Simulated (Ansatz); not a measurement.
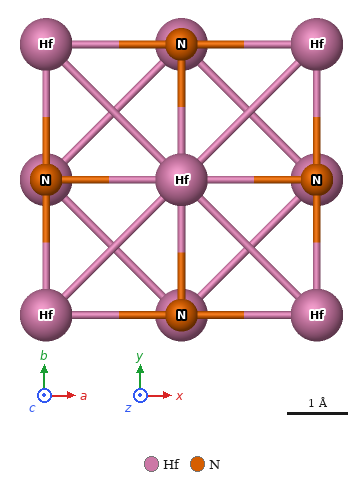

A scan of crystalline HfN (Fm-3m): the cell is strained along x and oppositely along y, with the atoms kept at their fractional coordinates. x, y and z are the Cartesian axes of the input. The picture shows the reference cell. Style: ball-and-stick. Shown: the conventional cell (4 times the calculation's cell), along the c axis. Lengths and directions refer to the drawn axes.

Theory: DFT PBE, scalar-relativistic, plane waves, PAW in Ansatz. Settings: plane-wave cutoff 420 eV; k-point mesh 18 × 18 × 18; occupations gaussian; smearing width 0.1 eV; no spin polarisation. Energies (free energies at the smearing named) are counted from the cell as listed in its source, which wasn't relaxed.

```
CELL_PARAMETERS angstrom
0.00000 2.25900 2.25900
2.25900 0.00000 2.25900
2.25900 2.25900 0.00000
ATOMIC_POSITIONS crystal
Hf 0.00000 0.00000 0.00000
N 0.50000 0.50000 0.50000
```

### What energies does the calculation give (the strain: −0.0200, −0.0150, −0.0100, −0.0050, 0.0000, 0.0025, 0.0050, 0.0075, 0.0100, 0.0125, 0.0150, 0.0175, 0.0200)?

```csv
strain,ΔE (meV/atom)
−0.0200,14.4
−0.0150,8.0
−0.0100,3.6
−0.0050,0.9
0.0000,0.0
0.0025,0.2
0.0050,0.9
0.0075,2.0
0.0100,3.6
0.0125,5.6
0.0150,8.0
0.0175,10.9
0.0200,14.4
```

Points that are alike by symmetry were computed once.

The lowest computed point lies at the strain 0.00 (0.0 meV/atom). The end points stand at 14.4 meV/atom (−0.02) and 14.4 meV/atom (0.02). The unrelaxed reference is under a pressure of 5.4 GPa. The distortion takes the space group from Fm-3m to Fmmm. At the strain −0.02 the cell of the drawing goes a 4.518 → 4.428 Å, b 4.518 → 4.608 Å.

As a plot (hollow markers are points alike by symmetry):

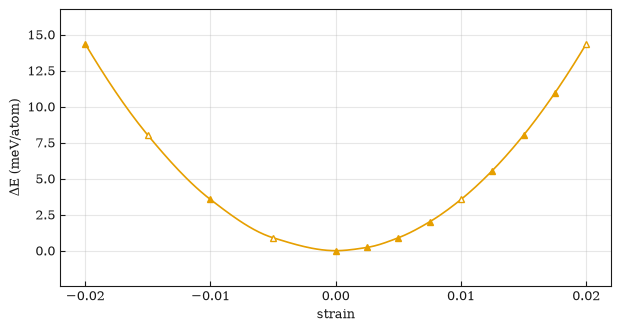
